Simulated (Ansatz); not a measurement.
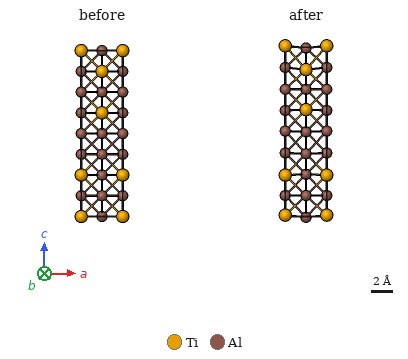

The structure of an interface cell of composition TiAl3 before (left) and after (right) a relaxation, at one scale.

The picture is a ball-and-stick view of the cell of the calculation, seen along the b axis.

Case: antiphase boundary on (0 0 1), shift by [0.5, 0, 0.5] of the cube.

The calculation used DFT PBEsol, scalar-relativistic, plane waves, PAW in Ansatz.

The input:
```yaml
crystal:
  lattice:
    - [3.9483448106, 0.0, 0.0]
    - [0.0, 3.9483448106, 0.0]
    - [0.0, 0.0, 15.7933792422]
  atoms:
    - { symbol: Ti, position: [0.0, 0.0, 0.0] }
    - { symbol: Al, position: [0.5, 0.5, 0.0] }
    - { symbol: Al, position: [0.5, 0.0, 0.125] }
    - { symbol: Al, position: [0.0, 0.5, 0.125] }
    - { symbol: Ti, position: [0.0, 0.0, 0.25] }
    - { symbol: Al, position: [0.5, 0.5, 0.25] }
    - { symbol: Al, position: [0.5, 0.0, 0.375] }
    - { symbol: Al, position: [0.0, 0.5, 0.375] }
    - { symbol: Al, position: [0.0, 0.0, 0.5] }
    - { symbol: Al, position: [0.5, 0.5, 0.5] }
    - { symbol: Ti, position: [0.5, 0.0, 0.625] }
    - { symbol: Al, position: [0.0, 0.5, 0.625] }
    - { symbol: Al, position: [0.0, 0.0, 0.75] }
    - { symbol: Al, position: [0.5, 0.5, 0.75] }
    - { symbol: Ti, position: [0.5, 0.0, 0.875] }
    - { symbol: Al, position: [0.0, 0.5, 0.875] }
basis:
  ecutwfc: 420
kpoints:
  mp_grid: { grid: [8, 8, 2] }
hamiltonian:
  xc: pbesol
scf:
  occupations: { method: gaussian, width: 0.1 }
output:
  forces: true
  stress: true
  eigenvalues: true
  populations: true
relax:
  adjacent_minimum: "off"
  f_tol: 0.02
  max_steps: 45
  cell: { fix: [a, b, alpha, beta, gamma], stress_tol: 0.1 }
```

Launched with:
```bash
ansatz run input.yaml --threads 4 --pin off --max-ram 11264MiB --backend cpu --events-out ev --progress --plain --runs-dir out
```

Q: Summarise the run.

A: Over 3 accepted moves (4 points after the start) the energy falls by 0.313 eV per cell of the calculation. The largest force component goes from 1.4 to 0.011 eV/Å. The pressure goes from 1.47 to −0.71 GPa. At 1 point the geometry stayed and the basis and grid were re-selected for the new cell (energy shift of 2.3 meV per cell of the calculation at most each time). The largest moves relative to the cell, 0.13 Å, are those of Ti1 and Ti15. Ti15 goes along −c. By element the largest moves are Ti 0.13 Å, Al 0.08 Å. The drawn cell changes as follows: a = b unchanged at 3.948 Å, c 15.793 → 16.121 Å (+2.1 %); the volume changes by +2.1 %. Some distances before and after: Ti1–Ti15 2.792 → 3.009 Å, Al7–Al9 2.792 → 2.927 Å, Al10–Ti11 2.792 → 2.887 Å, Al2–Al16 2.792 → 2.707 Å.
